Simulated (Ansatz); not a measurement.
System: GaP.

Input file:

```
crystal:
  lattice:
    - [0.0, 2.72581249, 2.72581249]
    - [2.72581249, 0.0, 2.72581249]
    - [2.72581249, 2.72581249, 0.0]
  atoms:
    - { symbol: Ga, position: [0.0, 0.0, 0.0] }
    - { symbol: P, position: [0.75, 0.75, 0.75] }
basis:
  ecutwfc: 420
kpoints:
  mp_grid: { grid: [8, 8, 8] }
hamiltonian:
  xc: pbe
scf:
  occupations: { method: gaussian, width: 0.02 }
output:
  forces: true
  stress: true
  eigenvalues: true
  write_density: true
  write_potential: true
  elf: true
  volumetric_format: npy
relax:
  adjacent_minimum: "off"
  f_tol: 0.005
  max_steps: 80
  cell: { stress_tol: 0.05 }
```

Launched as:

```sh
ansatz run input.yaml --threads 8 --pin off --max-ram 20480MiB --backend cpu --events-out ev --progress --plain --runs-dir out
```

Below, planes, directions and counts refer to the conventional cell (a = 5.51 Å, b = 5.51 Å, c = 5.51 Å, α = 90.00°, β = 90.00°, γ = 90.00°).

The fields are those of the relaxed geometry.

Space group F-43m; a structure from a database of computed crystals, not necessarily the ambient phase.

The calculation used Ansatz, DFT PBE, scalar-relativistic, plane waves, PAW.

Q: What will maps of the valence pseudo-density and electron localisation function show?

A: Ga–P (2.38 Å): ρ at the midpoint is about 0.53 e/Å³; the ELF peaks at about 0.90 in the valence shell of P, 0.9 Å from its nucleus, and is about 0.75 at the midpoint.

Q: Does the calculation give a band gap?

A: It is gapped, with a Kohn–Sham gap of 1.6 eV on the k-point mesh, an upper bound to the gap of this method.

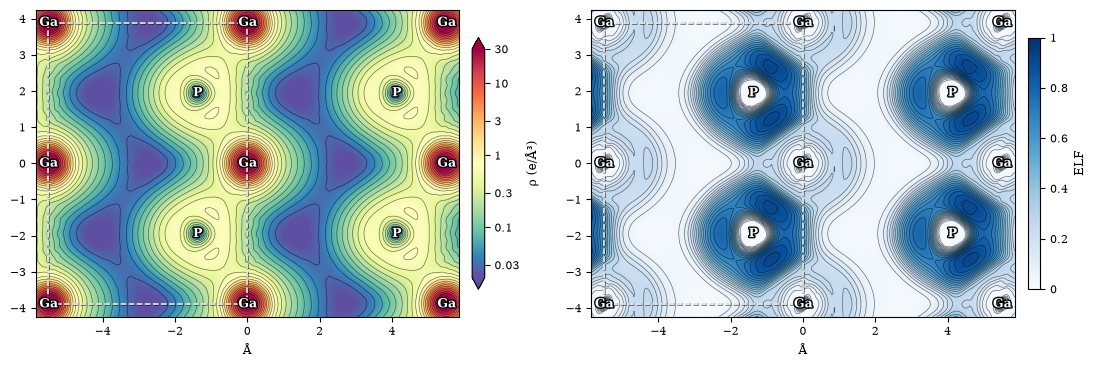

Computed valence pseudo-density and electron localisation function on the (110) plane of the conventional cell, in this order. 

In a PAW calculation such maps are meaningful between the atoms, not at the nuclei.
